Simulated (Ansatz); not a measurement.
# Geometry relaxation, with input and output: BeH$_{2}$ (part 1 of 3)

BeH$_{2}$ (P1, 6 atoms in the cell), computed with DFT, PBEsol, plane waves, PAW, no spin polarisation (Ansatz 0.2.0).

The structure was built on a prototype by a generator.

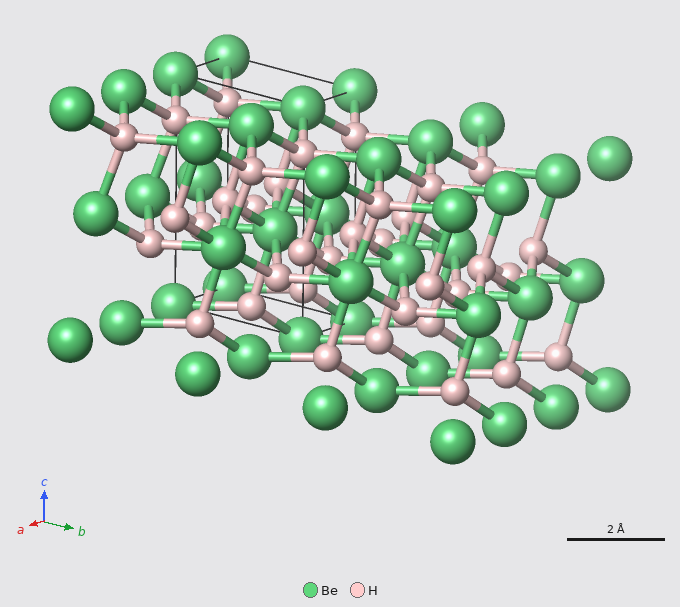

Fig. 1: The input geometry (ball-and-stick view of the reduced cell, repeated 3 × 3 × 1, seen slightly off an axis).

Key numbers

| quantity | value |
| --- | --- |
| outcome | converged |
| space group (tolerance 0.01 Å) | P1 (1) → R-3m (166) |
| electrons treated | 8 |
| free energy | −243.1105 eV |
| Fermi energy | 3.092 eV |
| gap on the k-point mesh | 4.16 eV |
| pressure | 0.00 GPa |
| final volume | 38.69 Å³ |
| largest force (length of the vector) at the end | 0.001 eV/Å |
| final cell | a = 2.311 Å, b = 8.779 Å, c = 2.311 Å, α = 74.82°, β = 60.00°, γ = 74.80° |
| hardware | 2 threads of Arm Neoverse N1, 60 GiB of memory available, shared host |
| wall time | 3.7 min (CPU time 7.4 min) |
| peak memory | 0.43 GiB |

The input
```yaml
crystal:
  lattice:
    - [-0.0207864452, 1.9645070933, 1.9376283899]
    - [3.8962207546, -0.0669949435, 3.9006788329]
    - [1.9489179641, 1.9780257066, -0.0343050585]
  atoms:
    - { symbol: Be, position: [0.0270838768, -0.0048605308, 0.0029303671] }
    - { symbol: H, position: [0.2459693007, 0.1276657216, 0.2518696582] }
    - { symbol: H, position: [0.7425082762, 0.3834802759, 0.7415296395] }
    - { symbol: Be, position: [-0.0151028021, 0.4980176409, 0.0279549019] }
    - { symbol: H, position: [0.2420874994, 0.6195535705, 0.2568856699] }
    - { symbol: H, position: [0.7348900784, 0.8783556279, 0.7569872266] }
kpoints:
  mp_grid: { grid: [8, 8, 8] }
hamiltonian:
  xc: pbesol
scf:
  occupations: { method: fermi_dirac, width: 0.05 }
relax:
  f_tol: 0.01
  cell: {}
  max_steps: 120
output:
  write_density: true
  write_potential: true
  elf: true
  volumetric_format: npy
```

Command:
```bash
ansatz run input.yaml --threads 2 --pin off --max-ram 2211MiB --backend cpu --events-out ev --progress --plain --runs-dir out
```

The program's output
```
Engine: ansatz 0.2.0, aarch64-unknown-linux-gnu
Pseudopotentials: kind: paw
Pseudopotential: Be, paw, valence charge 2, recommended cutoff 420 eV (normal), Be.paw.azcp
Pseudopotential: H, paw, valence charge 1, recommended cutoff 420 eV (normal), H.paw.azcp
Functional definition: PBEsol
  exchange = pbesol_x
  correlation = pbesol_c
Crystal: 6 atoms, lattice volume = 30.543 Å³
Basis set: ecut = 420 eV, 597 PW (Γ), exchange–correlation on 40×80×40 points (8 copies of the dense FFT grid, shifted against one another)
Bands: 10, of which v1, the nominal top of the filled ones, is band 4 counted from 1 (3 counted from 0)
Symmetry: 1 space group operations
Space group: P1 (ITA 1), of the structure as read, at distance tolerance 3.1e-5 Å
k-points: 260 of 512 (time reversal used)
Non-local potential: Be, projectors of the file, l = 0: 2, l = 1: 2, l = 2: 1
Non-local potential: H, projectors of the file, l = 0: 2, l = 1: 1
PAW form: soft (Blöchl's): semilocal exchange-correlation on the pseudo side does not see the compensation charge
PAW frozen core: Be, regenerated for the run's functional, and the local potential with it (the file was generated under x = pbe(κ = 0.804, μ = 0.2195149727645171), c = pbe(β = 0.06672455060314922))
PAW one-centre angular grid: Be, 110 points (default); XC on 64 Gauss nodes
PAW one-centre angular grid: H, 110 points (default); XC on 64 Gauss nodes
Initial density: superposition of atomic densities (neutral atoms: chi_scale 0, normalization atom), corrected by the library's trained network
Initial wavefunctions: pseudopotential atomic-orbital guess
Functional: x = pbesol(κ = 0.804, μ = 0.12345679012345678), c = pbesol(β = 0.046)
SCF iter   1: F=—  HF=-240.912560 eV  |F-HF|=—  |Δ(HF+E_count)|=         —  Δρ=7.77e-3  dr2=1.30e-2  ethr=1.77e-3  ⟨swp⟩=5.2  Hψ=18291  notcnv=0  defer=73
preconditioner: auto → none  [metal: Δε(μ)=0.025 eV  Ē_g=12.287 eV  σ=0.050 eV  W_gap=0.12  n_scr=2 (ndim 8)  ℏωp=19.0 eV  f_vac=0.000  D(μ)=0.54/eV (n_scr^D=2)  sad-step TF]
SCF iter   2: F=—  HF=-240.911664 eV  |F-HF|=—  |Δ(HF+E_count)|=   8.96e-4  Δρ=4.49e-3  dr2=4.89e-3  ethr=1.63e-4  ⟨swp⟩=1.0  Hψ=4680  notcnv=0  defer=96
SCF iter   3: F=—  HF=-240.911333 eV  |F-HF|=—  |Δ(HF+E_count)|=   3.31e-4  Δρ=3.51e-4  dr2=2.17e-5  ethr=6.11e-5  ⟨swp⟩=1.2  Hψ=2367  notcnv=0  defer=96
SCF iter   4: F=—  HF=-240.911344 eV  |F-HF|=—  |Δ(HF+E_count)|=   1.14e-5  Δρ=6.24e-5  dr2=3.97e-6  ethr=2.71e-7  ⟨swp⟩=2.4  Hψ=3322  notcnv=0  defer=96
SCF iter   5: F=—  HF=-240.911343 eV  |F-HF|=—  |Δ(HF+E_count)|=   1.13e-6  Δρ=2.30e-5  dr2=2.14e-7  ethr=4.97e-8  ⟨swp⟩=2.1  Hψ=2735  notcnv=0  defer=96
SCF iter   6: F=-240.911343 eV  HF=-240.911343 eV  |F-HF|=2.66e-9  |Δ(HF+E_count)|=   3.37e-8  Δρ=5.65e-6  dr2=7.31e-9  ethr=1.25e-9  ⟨swp⟩=6.5  Hψ=9120  notcnv=0
SCF 1 converged in 6 iterations: F = -240.911343 eV  dr2 = 7.31e-9
  greatest PAW one-centre occupation: 0.341 electrons in one spin orbital (limit 2), on the H atom at site 5 (counted from 0), in its partial waves of l = 0
relax step   1: F+E_penalty+E_count = -240.91134322 eV  Δ(F+E_penalty+E_count) = +0.000e0 eV  max|allowed force component| = 1.383e-1 eV/Å  Δτ_max = 0.0000 Å  P = +0.304 GPa  Ω = 30.543 Å³  (6 SCF iters, dr2 threshold 1.00e-7 eV, accepted)
Crystal: 6 atoms, lattice volume = 30.550 Å³
Basis set: ecut = 420 eV, 607 PW (Γ), exchange–correlation on 40×80×40 points (8 copies of the dense FFT grid, shifted against one another)
Initial density: handed on by an earlier stage of this run
Initial wavefunctions: those handed on with the density
iter 1 solved again at ethr=6.08e-5 eV; its pass at ethr=3.10e-3 eV (dr2=4.86e-3 eV) is discarded
SCF iter   1: F=—  HF=-240.925182 eV  |F-HF|=—  |Δ(HF+E_count)|=         —  Δρ=4.69e-3  dr2=4.83e-3  ethr=6.08e-5  ⟨swp⟩=1.5  Hψ=20033  notcnv=0
preconditioner: auto → none  [metal: Δε(μ)=0.019 eV  Ē_g=12.299 eV  σ=0.050 eV  W_gap=0.09  n_scr=2 (ndim 8)  ℏωp=19.0 eV  f_vac=0.000  D(μ)=0.67/eV (n_scr^D=2)]
SCF iter   2: F=—  HF=-240.923918 eV  |F-HF|=—  |Δ(HF+E_count)|=   1.26e-3  Δρ=2.00e-3  dr2=7.62e-4  ethr=6.04e-5  ⟨swp⟩=1.1  Hψ=2627  notcnv=0
SCF iter   3: F=—  HF=-240.923816 eV  |F-HF|=—  |Δ(HF+E_count)|=   1.02e-4  Δρ=6.77e-4  dr2=3.03e-4  ethr=9.53e-6  ⟨swp⟩=2.2  Hψ=3126  notcnv=0
SCF iter   4: F=—  HF=-240.923738 eV  |F-HF|=—  |Δ(HF+E_count)|=   7.77e-5  Δρ=1.73e-4  dr2=2.99e-6  ethr=3.79e-6  ⟨swp⟩=1.6  Hψ=2844  notcnv=0
SCF iter   5: F=-240.923739 eV  HF=-240.923739 eV  |F-HF|=1.02e-7  |Δ(HF+E_count)|=   9.96e-7  Δρ=1.26e-5  dr2=1.26e-7  ethr=7.50e-9  ⟨swp⟩=7.2  Hψ=10090  notcnv=0
SCF 2 converged in 5 iterations: F = -240.923739 eV  dr2 = 1.26e-7
  greatest PAW one-centre occupation: 0.340 electrons in one spin orbital (limit 2), on the H atom at site 5 (counted from 0), in its partial waves of l = 0
relax step   2: F+E_penalty+E_count = -240.92373872 eV  Δ(F+E_penalty+E_count) = -1.240e-2 eV  max|allowed force component| = 9.376e-2 eV/Å  Δτ_max = 0.0462 Å  P = +0.204 GPa  Ω = 30.550 Å³  energy of the carried Pulay correction = -1.026e-5 eV  (5 SCF iters, dr2 threshold 6.00e-7 eV, accepted)
[... from here on the SCF iterations and repeated set-up lines of each step are left out, up to the last step ...]
SCF 3 converged in 4 iterations: F = -240.928054 eV  dr2 = 2.88e-7
relax step   3: F+E_penalty+E_count = -240.92805407 eV  Δ(F+E_penalty+E_count) = -4.315e-3 eV  max|allowed force component| = 7.743e-2 eV/Å  Δτ_max = 0.0137 Å  P = +0.058 GPa  Ω = 30.597 Å³  energy of the carried Pulay correction = -8.101e-5 eV  (4 SCF iters, dr2 threshold 6.00e-7 eV, accepted)
SCF 4 converged in 6 iterations: F = -240.959508 eV  dr2 = 4.80e-8
relax step   4: F+E_penalty+E_count = -240.95950790 eV  Δ(F+E_penalty+E_count) = -3.145e-2 eV  max|allowed force component| = 2.651e-1 eV/Å  Δτ_max = 0.0765 Å  P = -0.074 GPa  Ω = 30.755 Å³  energy of the carried Pulay correction = -3.162e-4 eV  (6 SCF iters, dr2 threshold 6.00e-7 eV, accepted)
SCF 5 converged in 6 iterations: F = -241.015319 eV  dr2 = 7.02e-8
relax step   5: F+E_penalty+E_count = -241.01531932 eV  Δ(F+E_penalty+E_count) = -5.581e-2 eV  max|allowed force component| = 4.201e-1 eV/Å  Δτ_max = 0.0418 Å  P = +1.309 GPa  Ω = 30.792 Å³  energy of the carried Pulay correction = -3.725e-4 eV  (6 SCF iters, dr2 threshold 6.00e-7 eV, accepted)
SCF 6 converged in 6 iterations: F = -241.118820 eV  dr2 = 7.18e-8
relax step   6: F+E_penalty+E_count = -241.11881956 eV  Δ(F+E_penalty+E_count) = -1.035e-1 eV  max|allowed force component| = 5.039e-1 eV/Å  Δτ_max = 0.0199 Å  P = +2.320 GPa  Ω = 30.913 Å³  energy of the carried Pulay correction = -5.516e-4 eV  (6 SCF iters, dr2 threshold 6.00e-7 eV, accepted)
SCF 7 converged in 6 iterations: F = -241.281819 eV  dr2 = 2.11e-7
relax step   7: F+E_penalty+E_count = -241.28181927 eV  Δ(F+E_penalty+E_count) = -1.630e-1 eV  max|allowed force component| = 5.612e-1 eV/Å  Δτ_max = 0.0156 Å  P = +3.384 GPa  Ω = 31.092 Å³  energy of the carried Pulay correction = -8.172e-4 eV  (6 SCF iters, dr2 threshold 6.00e-7 eV, accepted)
SCF 8 converged in 6 iterations: F = -241.519919 eV  dr2 = 1.06e-7
relax step   8: F+E_penalty+E_count = -241.51991899 eV  Δ(F+E_penalty+E_count) = -2.381e-1 eV  max|allowed force component| = 5.196e-1 eV/Å  Δτ_max = 0.0204 Å  P = +4.038 GPa  Ω = 31.281 Å³  energy of the carried Pulay correction = -1.094e-3 eV  (6 SCF iters, dr2 threshold 6.00e-7 eV, accepted)
SCF 9 converged in 5 iterations: F = -241.754215 eV  dr2 = 6.13e-8
relax step   9: F+E_penalty+E_count = -241.75421490 eV  Δ(F+E_penalty+E_count) = -2.343e-1 eV  max|allowed force component| = 4.819e-1 eV/Å  Δτ_max = 0.0120 Å  P = +4.366 GPa  Ω = 31.398 Å³  energy of the carried Pulay correction = -1.266e-3 eV  (5 SCF iters, dr2 threshold 6.00e-7 eV, accepted)
SCF 10 converged in 6 iterations: F = -242.087456 eV  dr2 = 3.14e-7
relax step  10: F+E_penalty+E_count = -242.08745597 eV  Δ(F+E_penalty+E_count) = -3.332e-1 eV  max|allowed force component| = 2.702e-1 eV/Å  Δτ_max = 0.0476 Å  P = +3.204 GPa  Ω = 31.762 Å³  energy of the carried Pulay correction = -1.794e-3 eV  (6 SCF iters, dr2 threshold 6.00e-7 eV, accepted)
SCF 11 converged in 6 iterations: F = -242.359887 eV  dr2 = 1.01e-7
relax step  11: F+E_penalty+E_count = -242.35988699 eV  Δ(F+E_penalty+E_count) = -2.724e-1 eV  max|allowed force component| = 2.563e-1 eV/Å  Δτ_max = 0.0153 Å  P = +3.392 GPa  Ω = 31.663 Å³  energy of the carried Pulay correction = -1.652e-3 eV  (6 SCF iters, dr2 threshold 6.00e-7 eV, accepted)
SCF 12 converged in 7 iterations: F = -242.621026 eV  dr2 = 2.77e-9
relax step  12: F+E_penalty+E_count = -242.62102623 eV  Δ(F+E_penalty+E_count) = -2.611e-1 eV  max|allowed force component| = 1.974e-1 eV/Å  Δτ_max = 0.0216 Å  P = +3.522 GPa  Ω = 31.493 Å³  energy of the carried Pulay correction = -1.405e-3 eV  (7 SCF iters, dr2 threshold 6.00e-7 eV, accepted)
SCF 13 converged in 6 iterations: F = -242.764653 eV  dr2 = 2.50e-7
relax step  13: F+E_penalty+E_count = -242.76465255 eV  Δ(F+E_penalty+E_count) = -1.436e-1 eV  max|allowed force component| = 1.030e-1 eV/Å  Δτ_max = 0.0240 Å  P = +4.618 GPa  Ω = 31.324 Å³  energy of the carried Pulay correction = -1.157e-3 eV  (6 SCF iters, dr2 threshold 6.00e-7 eV, accepted)
SCF 14 converged in 5 iterations: F = -242.817664 eV  dr2 = 1.02e-7
relax step  14: F+E_penalty+E_count = -242.81766411 eV  Δ(F+E_penalty+E_count) = -5.301e-2 eV  max|allowed force component| = 4.529e-2 eV/Å  Δτ_max = 0.0287 Å  P = +2.514 GPa  Ω = 32.172 Å³  energy of the carried Pulay correction = -2.383e-3 eV  (5 SCF iters, dr2 threshold 6.00e-7 eV, accepted)
SCF 15 converged in 6 iterations: F = -242.836357 eV  dr2 = 3.13e-9
relax step  15: F+E_penalty+E_count = -242.83635660 eV  Δ(F+E_penalty+E_count) = -1.869e-2 eV  max|allowed force component| = 4.519e-2 eV/Å  Δτ_max = 0.0346 Å  P = +0.341 GPa  Ω = 33.192 Å³  energy of the carried Pulay correction = -3.814e-3 eV  (6 SCF iters, dr2 threshold 6.00e-7 eV, accepted)
SCF 16 converged in 5 iterations: F = -242.838846 eV  dr2 = 2.07e-7
relax step  16: F+E_penalty+E_count = -242.83884554 eV  Δ(F+E_penalty+E_count) = -2.489e-3 eV  max|allowed force component| = 2.162e-2 eV/Å  Δτ_max = 0.0204 Å  P = +0.201 GPa  Ω = 33.822 Å³  energy of the carried Pulay correction = -4.674e-3 eV  (5 SCF iters, dr2 threshold 6.00e-7 eV, accepted)
SCF 17 converged in 5 iterations: F = -242.839437 eV  dr2 = 8.05e-9
relax step  17: F+E_penalty+E_count = -242.83943694 eV  Δ(F+E_penalty+E_count) = -5.914e-4 eV  max|allowed force component| = 2.239e-4 eV/Å  Δτ_max = 0.0050 Å  P = +0.001 GPa  Ω = 33.736 Å³  energy of the carried Pulay correction = -4.558e-3 eV  (5 SCF iters, dr2 threshold 2.61e-7 eV, accepted)
SCF 18 converged in 7 iterations: F = -243.039907 eV  dr2 = 2.33e-11
relax step  18: F+E_penalty+E_count = -243.03990727 eV  Δ(F+E_penalty+E_count) = -2.005e-1 eV  max|allowed force component| = 9.847e-3 eV/Å  Δτ_max = 0.0000 Å  P = +2.042 GPa  Ω = 33.736 Å³  stress off target by 6.38e0 GPa  SCF on the basis re-selected at this cell (its energy is not comparable with the rows above)  (7 SCF iters)
SCF 19 converged in 6 iterations: F = -243.072515 eV  dr2 = 1.63e-9
relax step  19: F+E_penalty+E_count = -243.07251477 eV  Δ(F+E_penalty+E_count) = -3.261e-2 eV  max|allowed force component| = 5.939e-3 eV/Å  Δτ_max = 0.0181 Å  P = +1.251 GPa  Ω = 34.801 Å³  energy of the carried Pulay correction = -1.683e-3 eV  (6 SCF iters, dr2 threshold 6.00e-7 eV, accepted)
SCF 20 converged in 6 iterations: F = -243.090383 eV  dr2 = 1.96e-9
relax step  20: F+E_penalty+E_count = -243.09038276 eV  Δ(F+E_penalty+E_count) = -1.787e-2 eV  max|allowed force component| = 3.145e-3 eV/Å  Δτ_max = 0.0176 Å  P = +0.679 GPa  Ω = 35.873 Å³  energy of the carried Pulay correction = -3.329e-3 eV  (6 SCF iters, dr2 threshold 6.00e-7 eV, accepted)
SCF 21 converged in 6 iterations: F = -243.097646 eV  dr2 = 1.82e-9
relax step  21: F+E_penalty+E_count = -243.09764567 eV  Δ(F+E_penalty+E_count) = -7.263e-3 eV  max|allowed force component| = 4.519e-3 eV/Å  Δτ_max = 0.0167 Å  P = +0.203 GPa  Ω = 36.988 Å³  energy of the carried Pulay correction = -4.989e-3 eV  (6 SCF iters, dr2 threshold 6.00e-7 eV, accepted)
SCF 22 converged in 5 iterations: F = -243.098516 eV  dr2 = 6.93e-8
relax step  22: F+E_penalty+E_count = -243.09851559 eV  Δ(F+E_penalty+E_count) = -8.699e-4 eV  max|allowed force component| = 4.051e-3 eV/Å  Δτ_max = 0.0088 Å  P = -0.003 GPa  Ω = 37.625 Å³  energy of the carried Pulay correction = -5.921e-3 eV  (5 SCF iters, dr2 threshold 6.00e-7 eV, accepted)
SCF 23 converged in 7 iterations: F = -243.098361 eV  dr2 = 3.30e-12
relax step  23: F+E_penalty+E_count = -243.09836098 eV  Δ(F+E_penalty+E_count) = +1.546e-4 eV  max|allowed force component| = 1.646e-3 eV/Å  Δτ_max = 0.0038 Å  P = +0.013 GPa  Ω = 37.788 Å³  energy of the carried Pulay correction = -6.155e-3 eV  (7 SCF iters, accepted)
SCF 24 converged in 7 iterations: F = -243.098214 eV  dr2 = 3.70e-11
relax step  24: F+E_penalty+E_count = -243.09821366 eV  Δ(F+E_penalty+E_count) = +1.473e-4 eV  max|allowed force component| = 2.852e-3 eV/Å  Δτ_max = 0.0084 Å  P = +0.012 GPa  Ω = 37.835 Å³  energy of the carried Pulay correction = -6.223e-3 eV  (7 SCF iters, accepted)
SCF 25 converged in 7 iterations: F = -243.109451 eV  dr2 = 1.92e-12
relax step  25: F+E_penalty+E_count = -243.10945112 eV  Δ(F+E_penalty+E_count) = -1.124e-2 eV  max|allowed force component| = 3.016e-3 eV/Å  Δτ_max = 0.0000 Å  P = +0.220 GPa  Ω = 37.835 Å³  stress off target by 4.53e-1 GPa  SCF on the basis re-selected at this cell (its energy is not comparable with the rows above)  (7 SCF iters)
SCF 26 converged in 5 iterations: F = -243.109589 eV  dr2 = 1.61e-7
relax step  26: F+E_penalty+E_count = -243.10958932 eV  Δ(F+E_penalty+E_count) = -1.382e-4 eV  max|allowed force component| = 1.070e-3 eV/Å  Δτ_max = 0.0107 Å  P = +0.028 GPa  Ω = 38.307 Å³  energy of the carried Pulay correction = -6.971e-4 eV  (5 SCF iters, dr2 threshold 5.12e-7 eV, accepted)
SCF 27 converged in 5 iterations: F = -243.109424 eV  dr2 = 1.04e-8
relax step  27: F+E_penalty+E_count = -243.10942435 eV  Δ(F+E_penalty+E_count) = +1.650e-4 eV  max|allowed force component| = 4.170e-3 eV/Å  Δτ_max = 0.0040 Å  P = +0.069 GPa  Ω = 38.497 Å³  energy of the carried Pulay correction = -9.860e-4 eV  (5 SCF iters, dr2 threshold 4.88e-8 eV, accepted)
SCF 28 converged in 4 iterations: F = -243.109281 eV  dr2 = 4.44e-8
relax step  28: F+E_penalty+E_count = -243.10928080 eV  Δ(F+E_penalty+E_count) = +1.436e-4 eV  max|allowed force component| = 6.938e-4 eV/Å  Δτ_max = 0.0012 Å  P = +0.018 GPa  Ω = 38.612 Å³  energy of the carried Pulay correction = -1.164e-3 eV  (4 SCF iters, dr2 threshold 5.61e-8 eV, accepted)
SCF 29 converged in 6 iterations: F = -243.110510 eV  dr2 = 1.37e-11
relax step  29: F+E_penalty+E_count = -243.11050997 eV  Δ(F+E_penalty+E_count) = -1.229e-3 eV  max|allowed force component| = 6.287e-4 eV/Å  Δτ_max = 0.0000 Å  P = +0.026 GPa  Ω = 38.612 Å³  stress off target by 5.15e-2 GPa  SCF on the basis re-selected at this cell (its energy is not comparable with the rows above)  (6 SCF iters)
SCF 30 converged in 5 iterations: F = -243.110402 eV  dr2 = 2.39e-9
relax step  30: F+E_penalty+E_count = -243.11040226 eV  Δ(F+E_penalty+E_count) = +1.077e-4 eV  max|allowed force component| = 9.706e-4 eV/Å  Δτ_max = 0.0010 Å  P = +0.001 GPa  Ω = 38.695 Å³  energy of the carried Pulay correction = -1.167e-4 eV  (5 SCF iters, dr2 threshold 6.62e-9 eV, accepted)
iter 1 solved again at ethr=2.87e-7 eV; its pass at ethr=3.10e-3 eV (dr2=2.30e-5 eV) is discarded
```
